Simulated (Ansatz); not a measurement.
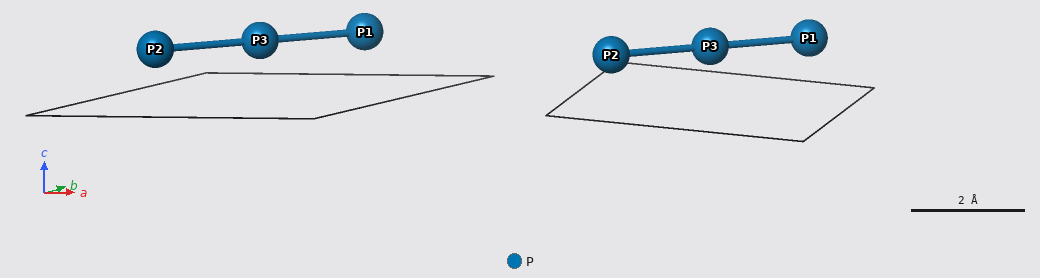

Two geometries of a free-standing layer of P (a generated structure, set up in Cmmm) (coarse preliminary run), drawn at one scale. One is the start of a relaxation, the other its converged end. Style: ball-and-stick. Shown: the cell of the calculation, outlined in the plane, without the vacuum, slightly off an axis.

Method: Ansatz 0.2.0, DFT PBE, scalar-relativistic, plane waves, PAW. Set-up: plane-wave cutoff 420 eV; k-point mesh 4 × 4 × 1; occupations gaussian; smearing width 0.1 eV; no spin polarisation; cell and atoms relaxed; force threshold 0.04 eV/Å; at most 70 steps.

### Which one is relaxed?

The left one is the relaxed one. The largest moves, 0.70 Å, are those of P1 and P2. P1 goes within the plane. In the plane the drawn cell goes a 5.159 → 5.106 Å (−1.0 %), b 5.159 → 5.106 Å (−1.0 %). Among the contacts that change: P1–P2 2.528 → 5.014 Å, P1–P2 (another image) 4.112 → 2.391 Å, P1–P3 1.918 → 2.030 Å. After 22 accepted moves (27 points after the start) the energy has fallen by 440 meV per atom. The largest force component goes from 1.5 to 0.00014 eV/Å. The line search rejected the trial steps at points 15, 20 of the run. At 3 points the geometry stayed and the basis and grid were re-selected for the new cell (energy shift of 5.7 meV per atom at most each time). The program noted that it reset the height of the cell. The run took 71 s on 1 thread of Intel(R) Xeon(R) 6975P-C (Granite Rapids), on a shared host, peak memory 0.6 GiB.

Limits of the set-up: an odd number of electrons was run without spin polarisation, which fails if the electron would localise.
